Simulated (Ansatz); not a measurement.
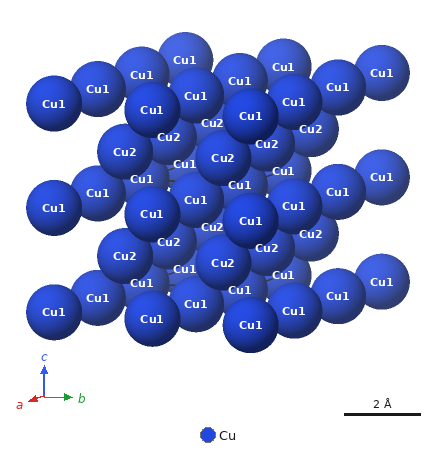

This is the input geometry for a relaxation of a crystal of Cu (set up in I4/mmm). Style: spheres-only. Shown: the cell of the calculation, repeated 3 × 2 × 2 with one cell outlined, slightly off an axis.

Case: biaxial strain in the a-b plane of -3.0 %; c and atoms relaxed.

All numbers below come from Ansatz 0.2.0, DFT PBE, scalar-relativistic, plane waves, PAW.

Input
```yaml
crystal:
  lattice:
    - [2.86252999, 0.0, 0.0]
    - [0.0, 2.86252999, 0.0]
    - [0.0, 0.0, 2.8087747864]
  atoms:
    - { symbol: Cu, position: [0.0, 0.0, 0.0] }
    - { symbol: Cu, position: [0.5, 0.5, 0.5] }
basis:
  ecutwfc: 420
kpoints:
  mp_grid: { grid: [14, 14, 16] }
hamiltonian:
  xc: pbe
scf:
  occupations: { method: gaussian, width: 0.1 }
output:
  forces: true
  stress: true
  eigenvalues: true
relax:
  adjacent_minimum: "off"
  f_tol: 0.008
  max_steps: 40
  cell: { stress_tol: 0.05, fix: [a, b, gamma] }
```

Q: Predict the outcome.

A: No atom moves by more than 0.005 Å relative to the cell. The drawn cell changes as follows: a = b unchanged at 2.863 Å, c 2.809 → 2.927 Å (+4.2 %); the volume changes by +4.2 %. Among the contacts that change: Cu1–Cu2 2.464 → 2.498 Å. The space group stays I4/mmm (No. 139). After 4 accepted moves (5 points after the start) the energy has fallen by 18.5 meV per cell of the calculation. All forces vanish by symmetry, so only the cell relaxes. The pressure goes from 6.55 to 0.16 GPa. At 1 point the geometry stayed and the basis and grid were re-selected for the new cell (energy shift of 0.7 meV per cell of the calculation at most each time). The run took roughly 40 core-seconds on a shared host.

The end point in the same view:

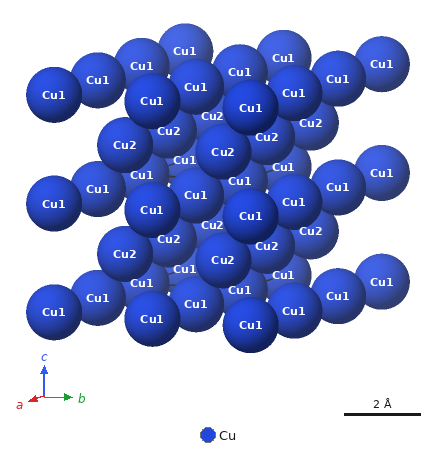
